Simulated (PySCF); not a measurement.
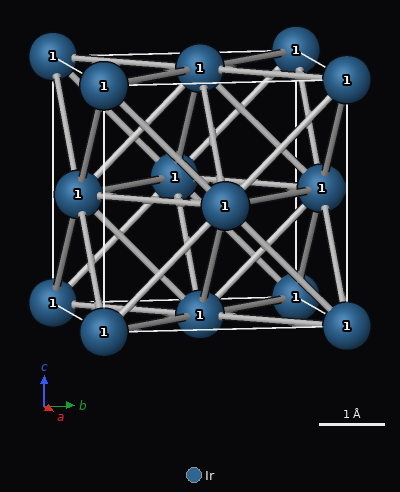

Fig. 1: The structure (ball-and-stick view of the cell 4 times as large as that of the calculation, set on its symmetry axes, seen slightly off an axis; atoms are numbered from 1 in the order of the input). An atom can appear more than once, as a periodic image. Near neighbours in the periodic cell (some may lie outside the picture): Ir has 12 Ir at 2.71 Å.

**Ir: converge calculation**

Ir (Fm-3m, 1 atom in the cell), computed with Kohn-Sham DFT of a periodic cell in Gaussian orbitals, PBE, DZVP-MOLOPT-SR/GTH-PBE, no spin polarisation (PySCF 2.14.0).

The structure derives from an entry of the Crystallography Open Database. It belongs to a series of runs on one base structure; here: smearing width = 0.025.

### Log
```
UserWarning: Electron number 17 and spin 0 are not consistent in cell

  warnings.warn('Electron number %d and spin %d are not consistent '
Discarded 0 diffused primitive functions, 0 contracted functions

PySCF version 2.14.0

[INPUT] verbose = 4
[INPUT] num. atoms = 1
[INPUT] num. electrons = 17
[INPUT] charge = 0
[INPUT] spin (= nelec alpha-beta = 2S) = 0
[INPUT] symmetry False subgroup None
[INPUT] Mole.unit = A
[INPUT] Symbol           X                Y                Z      unit          X                Y                Z       unit  Magmom
[INPUT]  1 Ir     0.000000000000   0.000000000000   0.000000000000 AA    0.000000000000   0.000000000000   0.000000000000 Bohr   0.0

nuclear repulsion = -91.5082882225637
number of shells = 4
number of NR pGTOs = 96
number of NR cGTOs = 26
basis = DZVP-MOLOPT-SR-GTH-q17
ecp = {}
lattice vectors  a1 [0.000000000, 3.619959364, 3.619959364]
                 a2 [3.619959364, 0.000000000, 3.619959364]
                 a3 [3.619959364, 3.619959364, 0.000000000]
dimension = 3
low_dim_ft_type = None
Cell volume = 94.8727
exp_to_discard = 0.02
rcut = 29.696669295988645 (nimgs = [8 8 8])
precision = 1e-08
pseudo = GTH-PBE-q17
ke_cutoff = 101
    = [25 25 25] mesh (15625 PWs)
[Cell] Point group symbol:  m-3m
time reversal: False
k-points in IBZ                         weights
  0:  0.000000,  0.000000,  0.000000    1/216
  1:  0.500000,  0.500000,  0.000000    3/216
  2:  0.500000,  0.500000,  0.500000    4/216
  3:  0.666667,  0.666667,  0.000000    6/216
  4:  0.666667,  0.666667,  0.333333    12/216
  5:  0.666667,  0.666667,  0.666667    8/216
  6:  0.833333,  0.500000,  0.333333    12/216
  7:  0.833333,  0.500000,  0.500000    24/216
  8:  0.833333,  0.666667,  0.333333    24/216
  9:  0.833333,  0.666667,  0.500000    24/216
 10:  0.833333,  0.833333, -0.000000    6/216
 11:  0.833333,  0.833333,  0.166667    24/216
 12:  0.833333,  0.833333,  0.333333    24/216
 13:  0.833333,  0.833333,  0.500000    24/216
 14:  0.833333,  0.833333,  0.666667    12/216
 15:  0.833333,  0.833333,  0.833333    8/216

******** <class 'pyscf.pbc.scf.smearing.SmearingKsymAdaptedKRKS'> ********
method = SmearingKsymAdaptedKRKS
initial guess = minao
damping factor = 0
level_shift factor = 0
DIIS = <class 'pyscf.scf.diis.CDIIS'>
diis_start_cycle = 1
diis_space = 8
diis_damp = 0
SCF conv_tol = 1e-07
SCF conv_tol_grad = None
SCF max_cycles = 60
direct_scf = True
direct_scf_tol = 1e-13

******** PBC SCF flags ********
N kpts (BZ) = 216
N kpts (IBZ) = 16
Exchange divergence treatment (exxdiv) = ewald
    madelung (= occupied orbital energy shift) = 0.10554589183686733
    Total energy shift due to Ewald probe charge = -1/2 * Nelec*madelung = -0.897140080613
DF object = <pyscf.pbc.df.fft.FFTDF object>
XC functionals = pbe
small_rho_cutoff = 0
Uniform grid, mesh = [25 25 25]
Set gradient conv threshold to 0.000316228
nelec by numeric integration = 17.000000000000032
init E= -105.335737361808
    sigma = 0.00091873  Optimized mu = 1.0577417228  entropy = 0.0635741963599
nelec by numeric integration = 17.0
    Total E(T) = -105.36484781965  Free energy = -105.364906227172  E0 = -105.364877023411
cycle= 1 E= -105.36484781965  delta_E= -0.0291  |g|= 1.87  |ddm|= 20.1
    sigma = 0.00091873  Optimized mu = 0.867218155115  entropy = 0.0499388014498
nelec by numeric integration = 16.999999999999993
    Total E(T) = -105.359151303211  Free energy = -105.359197183486  E0 = -105.359174243349
cycle= 2 E= -105.359151303211  delta_E= 0.0057  |g|= 1.84  |ddm|= 23.5
    sigma = 0.00091873  Optimized mu = 0.950890187164  entropy = 0.0589271842719
nelec by numeric integration = 16.99999999999999
    Total E(T) = -105.473888926286  Free energy = -105.473943064458  E0 = -105.473915995372
cycle= 3 E= -105.473888926286  delta_E= -0.115  |g|= 0.0259  |ddm|= 10.5
    sigma = 0.00091873  Optimized mu = 0.949056432632  entropy = 0.0588352981507
nelec by numeric integration = 17.0
    Total E(T) = -105.473905103259  Free energy = -105.473959157013  E0 = -105.473932130136
cycle= 4 E= -105.473905103259  delta_E= -1.62e-05  |g|= 0.00292  |ddm|= 0.159
    sigma = 0.00091873  Optimized mu = 0.94886392807  entropy = 0.0588231124371
nelec by numeric integration = 16.999999999999993
    Total E(T) = -105.473905418242  Free energy = -105.4739594608  E0 = -105.473932439521
cycle= 5 E= -105.473905418242  delta_E= -3.15e-07  |g|= 3.65e-05  |ddm|= 0.019
    sigma = 0.00091873  Optimized mu = 0.948866872293  entropy = 0.0588230391845
nelec by numeric integration = 17.0
    Total E(T) = -105.473905418347  Free energy = -105.473959460838  E0 = -105.473932439592
cycle= 6 E= -105.473905418347  delta_E= -1.05e-10  |g|= 7.4e-07  |ddm|= 0.000231
    sigma = 0.00091873  Optimized mu = 0.9488669385  entropy = 0.0588230577148
```

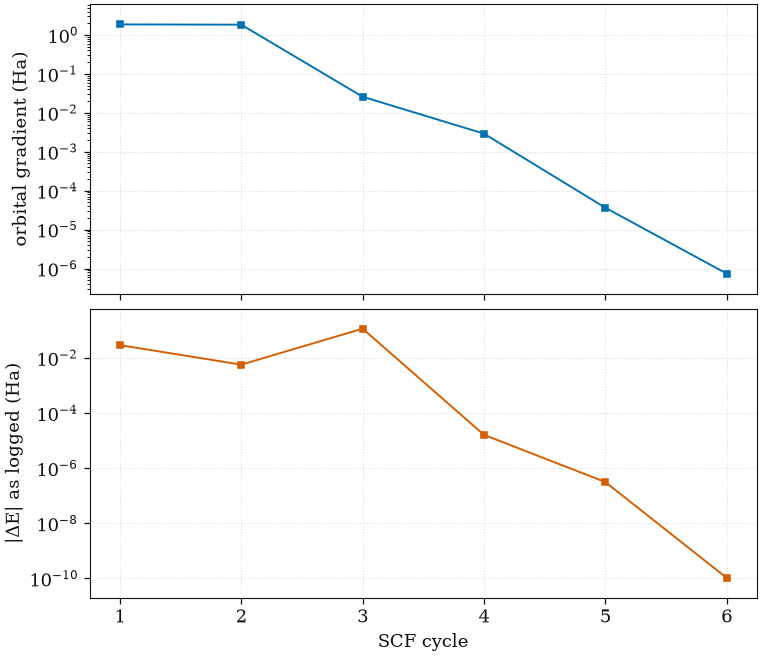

Fig. 2: Convergence of the self-consistent field: orbital gradient and size of the energy change against the SCF cycle. The residual falls at every step.

```
nelec by numeric integration = 16.99999999999999
    Total E(T) = -105.47390541833  Free energy = -105.473959460838  E0 = -105.473932439584
Extra cycle  E= -105.47390541833  delta_E= 1.7e-11  |g|= 7.25e-07  |ddm|= 9.34e-06
converged SCF energy = -105.47390541833
levels (eV)
k  0.0000  0.0000  0.0000   -66.448 -24.283 -24.283 -24.283 15.108 22.400 22.400 22.400 25.130 25.130 41.176 47.348 47.348 47.348
k  0.5000  0.5000  0.0000   -66.359 -25.028 -24.577 -24.577 18.285 18.874 27.211 27.841 27.841 28.110 36.939 39.019 39.019 50.056
k  0.5000  0.5000  0.5000   -66.381 -25.072 -24.395 -24.395 18.112 22.290 22.290 25.527 27.252 27.252 33.680 41.903 46.570 46.570
k  0.6667  0.6667  0.0000   -66.382 -24.851 -24.504 -24.504 18.709 19.575 24.085 25.806 25.806 26.620 42.891 42.891 44.302 50.492
k  0.6667  0.6667  0.3333   -66.365 -24.820 -24.816 -24.478 19.764 20.903 22.369 24.690 26.333 31.329 36.336 37.321 45.720 48.671
k  0.6667  0.6667  0.6667   -66.398 -24.880 -24.368 -24.368 17.999 22.616 22.616 22.714 26.090 26.090 38.079 43.253 50.267 50.267
k  0.8333  0.5000  0.3333   -66.359 -24.918 -24.692 -24.582 19.394 19.999 23.176 25.307 27.844 33.158 35.026 37.205 39.744 54.508
k  0.8333  0.5000  0.5000   -66.365 -24.950 -24.626 -24.532 18.956 19.678 23.897 25.637 27.522 30.209 35.748 40.308 41.734 50.465
k  0.8333  0.6667  0.3333   -66.365 -24.899 -24.705 -24.510 20.401 20.440 21.932 24.397 26.971 32.991 33.187 40.353 41.728 50.146
k  0.8333  0.6667  0.5000   -66.376 -24.874 -24.609 -24.464 19.928 20.453 21.606 25.046 25.801 29.293 38.221 40.562 43.986 51.922
k  0.8333  0.8333 -0.0000   -66.426 -24.479 -24.358 -24.358 16.678 21.287 23.316 23.316 23.880 25.588 44.371 48.075 48.075 49.068
k  0.8333  0.8333  0.1667   -66.398 -24.769 -24.424 -24.422 18.475 20.839 22.436 23.705 25.651 26.507 40.621 45.914 47.165 49.357
k  0.8333  0.8333  0.3333   -66.376 -24.993 -24.513 -24.441 18.988 21.462 22.910 23.230 27.331 29.502 33.952 42.907 45.626 46.539
k  0.8333  0.8333  0.5000   -66.381 -24.932 -24.539 -24.396 19.132 21.751 22.430 23.188 25.765 29.019 36.192 42.885 45.193 49.872
k  0.8333  0.8333  0.6667   -66.409 -24.676 -24.442 -24.331 17.897 21.257 22.703 23.615 23.965 26.550 42.066 44.617 48.384 49.035
k  0.8333  0.8333  0.8333   -66.432 -24.486 -24.312 -24.311 16.269 21.890 22.793 22.793 24.955 24.955 43.409 44.149 50.148 50.148
Mulliken charges [-0.]
 ** Mulliken pop on meta-lowdin orthogonal AOs **
 ** Mulliken pop  **
pop of  0 Ir 5s           1.99716
pop of  0 Ir 6s           1.00568
pop of  0 Ir 7s           0.01310
pop of  0 Ir 5px          1.99996
pop of  0 Ir 5py          1.99996
pop of  0 Ir 5pz          1.99996
pop of  0 Ir 6px          0.03759
pop of  0 Ir 6py          0.03759
pop of  0 Ir 6pz          0.03759
pop of  0 Ir 5dxy         1.51059
pop of  0 Ir 5dyz         1.51059
pop of  0 Ir 5dz^2        1.63839
pop of  0 Ir 5dxz         1.51059
pop of  0 Ir 5dx2-y2      1.63839
pop of  0 Ir 6dxy         0.00825
pop of  0 Ir 6dyz         0.00825
pop of  0 Ir 6dz^2        0.00910
pop of  0 Ir 6dxz         0.00825
pop of  0 Ir 6dx2-y2      0.00910
pop of  0 Ir 5f-3         0.00247
pop of  0 Ir 5f-2         0.00490
pop of  0 Ir 5f-1         0.00253
pop of  0 Ir 5f+0         0.00238
pop of  0 Ir 5f+1         0.00253
pop of  0 Ir 5f+2         0.00262
pop of  0 Ir 5f+3         0.00247
 ** Mulliken atomic charges  **
charge of    0Ir =     -0.00000
```

This output came from the following input.

### Input file
```python
import json
import numpy as np
from pyscf.pbc import gto, scf, dft, df

cell = gto.Cell()
cell.a = '''
  0.0000000000    1.9156000000    1.9156000000
  1.9156000000    0.0000000000    1.9156000000
  1.9156000000    1.9156000000    0.0000000000'''
cell.atom = '''
Ir   0.0000000000    0.0000000000    0.0000000000'''
cell.unit = 'A'
cell.basis = 'DZVP-MOLOPT-SR-GTH-q17'
cell.pseudo = 'GTH-PBE-q17'
cell.ke_cutoff = 101  # hartree
cell.exp_to_discard = 0.02
cell.precision = 1e-08
cell.space_group_symmetry = True
cell.symmorphic = False
cell.max_memory = 2940  # MB
cell.verbose = 4
cell.build()

res = {}
kpts = cell.make_kpts([6, 6, 6], space_group_symmetry=True, time_reversal_symmetry=True)
cell.space_group_symmetry = False  # the mesh holds the operations; no search on the supercells of the integral code
mf = dft.KRKS(cell, kpts, xc='pbe')
mf = mf.multigrid_numint()
mf = mf.smearing(sigma=0.00091873, method='gaussian')  # hartree
mf.conv_tol = 1e-07
mf.max_cycle = 60

mf.kernel()
res.update(converged=bool(mf.converged), e_tot=mf.e_tot, nelec=cell.nelectron, nao=cell.nao, mesh=list(map(int, cell.mesh)), a=cell.lattice_vectors().tolist(), coords=cell.atom_coords().tolist(),
           mo_energy=[np.real(x).tolist() for x in mf.mo_energy], mo_occ=[np.real(x).tolist() for x in mf.mo_occ])
res.update(e_free=mf.e_free, e_zero=mf.e_zero)
res.update(kpts=kpts.kpts_scaled_ibz.tolist(), weights=kpts.weights_ibz.tolist())
res['parts'] = {k: float(np.real(v)) for k, v in mf.scf_summary.items() if np.isscalar(v)}
json.dump(res, open('results.json', 'w'))
if not mf.converged:
    raise SystemExit('SCF not converged')

print('levels (eV)')
for i, kp in enumerate(res['kpts'][:40]):
    print('k %7.4f %7.4f %7.4f  ' % tuple(kp), ' '.join('%.3f' % (x * 27.211386) for x in res['mo_energy'][i][:14]))

mf = mf.to_khf()  # unfold to the whole mesh
kpts = mf.kpts
# Mulliken populations
dm, s = np.asarray(mf.make_rdm1()), np.asarray(mf.get_ovlp())
sites = cell.aoslice_by_atom()[:, 2:]
tot = np.einsum('kij,kji->i', dm, s).real / len(kpts)
res['mulliken'] = [cell.atom_charge(i) - tot[a0:a1].sum() for i, (a0, a1) in enumerate(sites)]
print('Mulliken charges', np.round(res['mulliken'], 5))
res['meta_lowdin'] = mf.mulliken_meta()[1].tolist()
res['done'] = True
json.dump(res, open('results.json', 'w'))
```

Command:
```bash
OMP_NUM_THREADS=2 python -u run.py > log
```

### Key numbers

| quantity | value |
| --- | --- |
| outcome | converged |
| space group (tolerance 0.01 Å) | Fm-3m (225) |
| electrons treated | 17 |
| free energy | −2870.0926 eV |
| total energy | −2870.0912 eV |
| Fermi energy | 25.820 eV |
| gap on the k-point mesh | none (metallic) |
| hardware | 2 threads of Arm Neoverse V2, 24 GiB of memory available, shared host |
| wall time | 9.1 min (CPU time 17 min) |
| peak memory | 3.9 GiB |

### Remarks

Spin–orbit coupling is left out, which matters for Ir.
